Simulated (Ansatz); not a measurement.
The calculation's input:

```
crystal:
  lattice:
    - [0.0, 7.3617871071, -7.4744493696]
    - [6.375494652, -3.6808935536, -7.4744493696]
    - [-6.375494652, -3.6808935536, -7.4744493696]
  atoms:
    - { symbol: W, position: [0.9976591298, 0.2476591298, 0.7476591298] }
    - { symbol: W, position: [0.2494754554, 0.9980264893, 0.7479586046] }
    - { symbol: W, position: [0.4992050245, 0.7492050245, 0.7526251557] }
    - { symbol: W, position: [0.9979586046, 0.4994754554, 0.4980264893] }
    - { symbol: W, position: [0.7480264893, 0.4994754554, 0.7479586046] }
    - { symbol: W, position: [0.2494754554, 0.2479586046, 0.4980264893] }
    - { symbol: W, position: [0.5063235474, 1.0002532438, 0.5002532438], spin: 0.25 }
    - { symbol: W, position: [1.0026251557, 0.7492050245, 0.2492050245] }
    - { symbol: W, position: [0.7502532438, 0.7563235474, 0.5002532438], spin: 0.25 }
    - { symbol: W, position: [0.2492859984, 0.4992859984, 0.2491303951] }
    - { symbol: W, position: [0.4992050245, 0.2526251557, 0.2492050245] }
    - { symbol: W, position: [0.9979586046, 0.9980264893, 0.9994754554] }
    - { symbol: W, position: [0.7502532438, 1.0002532438, 0.2563235474], spin: 0.25 }
    - { symbol: W, position: [0.2492859984, 0.7491303951, 0.9992859984] }
    - { symbol: W, position: [0.4991303951, 0.4992859984, 0.9992859984] }
    - { symbol: W, position: [0.7480264893, 0.2479586046, 0.9994754554] }
    - { symbol: W, position: [0.5861399041, 0.8361399041, 0.3361399041], spin: 0.25 }
    - { symbol: S, position: [0.8419620794, 0.603956214, 0.3438799486] }
    - { symbol: S, position: [0.0955393153, 0.3455393153, 0.3445604861] }
    - { symbol: S, position: [0.5938799486, 0.0919620794, 0.103956214] }
    - { symbol: S, position: [0.353956214, 0.0919620794, 0.3438799486] }
    - { symbol: S, position: [0.8419620794, 0.8438799486, 0.103956214] }
    - { symbol: S, position: [0.096315224, 0.595849636, 0.095849636] }
    - { symbol: S, position: [0.5945604861, 0.3455393153, 0.8455393153] }
    - { symbol: S, position: [0.345849636, 0.346315224, 0.095849636] }
    - { symbol: S, position: [0.8439465217, 0.0939465217, 0.8461769585] }
    - { symbol: S, position: [0.0955393153, 0.8445604861, 0.8455393153] }
    - { symbol: S, position: [0.5938799486, 0.603956214, 0.5919620794] }
    - { symbol: S, position: [0.345849636, 0.595849636, 0.846315224] }
    - { symbol: S, position: [0.8439465217, 0.3461769585, 0.5939465217] }
    - { symbol: S, position: [0.0961769585, 0.0939465217, 0.5939465217] }
    - { symbol: S, position: [0.353956214, 0.8438799486, 0.5919620794] }
    - { symbol: S, position: [0.7413682849, 0.9913682849, 0.4913682849] }
    - { symbol: S, position: [0.990301162, 0.7350137018, 0.4859537] }
    - { symbol: S, position: [0.2342659421, 0.4842659421, 0.4866441968] }
    - { symbol: S, position: [0.7359537, 0.240301162, 0.2350137018] }
    - { symbol: S, position: [0.4850137018, 0.240301162, 0.4859537] }
    - { symbol: S, position: [0.990301162, 0.9859537, 0.2350137018] }
    - { symbol: S, position: [0.2394015085, 0.7354948419, 0.2354948419] }
    - { symbol: S, position: [0.7366441968, 0.4842659421, 0.9842659421] }
    - { symbol: S, position: [0.4854948419, 0.4894015085, 0.2354948419] }
    - { symbol: S, position: [0.984729928, 0.234729928, 0.9842595952] }
    - { symbol: S, position: [0.2342659421, 0.9866441968, 0.9842659421] }
    - { symbol: S, position: [0.7359537, 0.7350137018, 0.740301162] }
    - { symbol: S, position: [0.4854948419, 0.7354948419, 0.9894015085] }
    - { symbol: S, position: [0.984729928, 0.4842595952, 0.734729928] }
    - { symbol: S, position: [0.2342595952, 0.234729928, 0.734729928] }
    - { symbol: S, position: [0.4850137018, 0.9859537, 0.740301162] }
  host:
    lattice:
      - [1.593873663, 0.9202233884, 7.4744493696]
      - [-1.593873663, 0.9202233884, 7.4744493696]
      - [0.0, -1.8404467768, 7.4744493696]
    atoms:
      - { symbol: W, position: [0.0006774491, 0.0006774491, 0.0006774491] }
      - { symbol: S, position: [0.4040742703, 0.4040742703, 0.4040742703] }
      - { symbol: S, position: [0.2639482806, 0.2639482806, 0.2639482806] }
total_charge: 1
basis:
  ecutwfc: 420
  xc_grid: 2
kpoints:
  mp_grid: { grid: [2, 2, 2], shift: [0.5, 0.5, 0.5] }
hamiltonian:
  xc: pbe
scf:
  occupations: { method: gaussian, width: 0.01 }
output:
  forces: true
  stress: false
  eigenvalues: true
  populations: true
  charged_corrections:
    defect_position: [0.59592573, 0.84592573, 0.34592573]
    epsilon: [[11.5894, 0.0, 0.0], [0.0, 11.5894, 0.0], [0.0, 0.0, 3.2073]]
  write_density: true
  write_potential: true
  elf: true
  volumetric_format: npy
magnetization:
  spin_polarized: true
relax:
  adjacent_minimum: "off"
  f_tol: 0.025
  max_steps: 45
```

Launched as:

```sh
ansatz run input.yaml --threads 4 --pin off --max-ram 6144MiB --backend cpu --events-out ev --progress --plain --runs-dir out
```

The fields are those of the relaxed geometry.

Spin-polarised.

All numbers below come from DFT PBE, scalar-relativistic, plane waves, PAW in Ansatz 0.2.0.

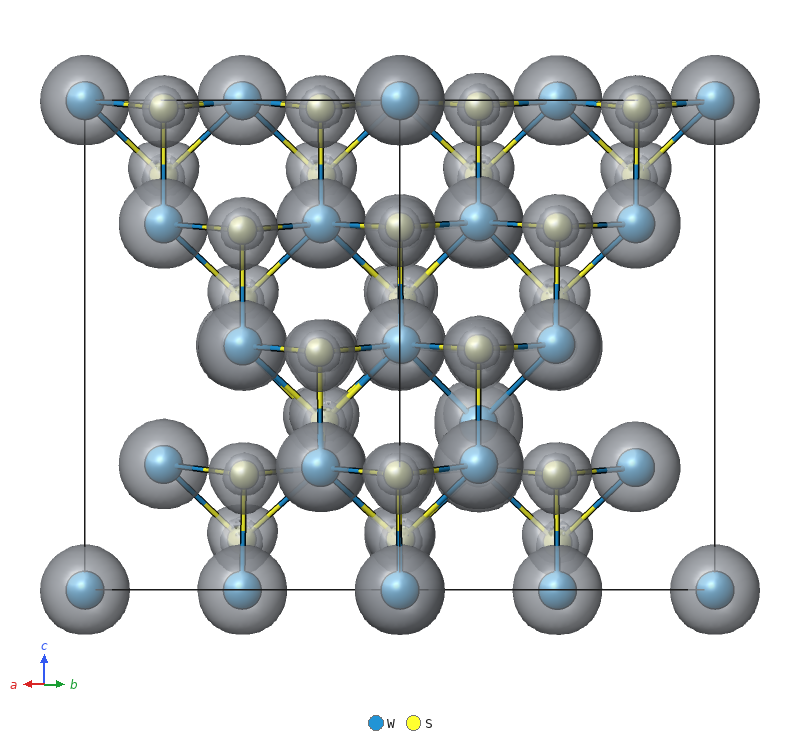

W17S31 (cell charge +1, with a compensating background) (cell with a defect). Isosurface of the valence electron density at 1 e/Å³ (grey), seen along [110]. Sticks mark near contacts.

In a PAW calculation such maps are meaningful between the atoms, not at the nuclei.

Question: What does this surface tell about the bonding?

Answer: At this value the density breaks into separate islands; it holds about 45 % of the electrons treated as valence (semicore included). It bridges none of the near contacts. It is pinched off along the shortest W–S (2.41 Å) and W–W (2.57 Å) contacts. On the grid the lowest density along these lines, outside the cores, is 0.62 e/Å³ (W–S, 2.41 Å) and 0.65 e/Å³ (W–W, 2.57 Å).
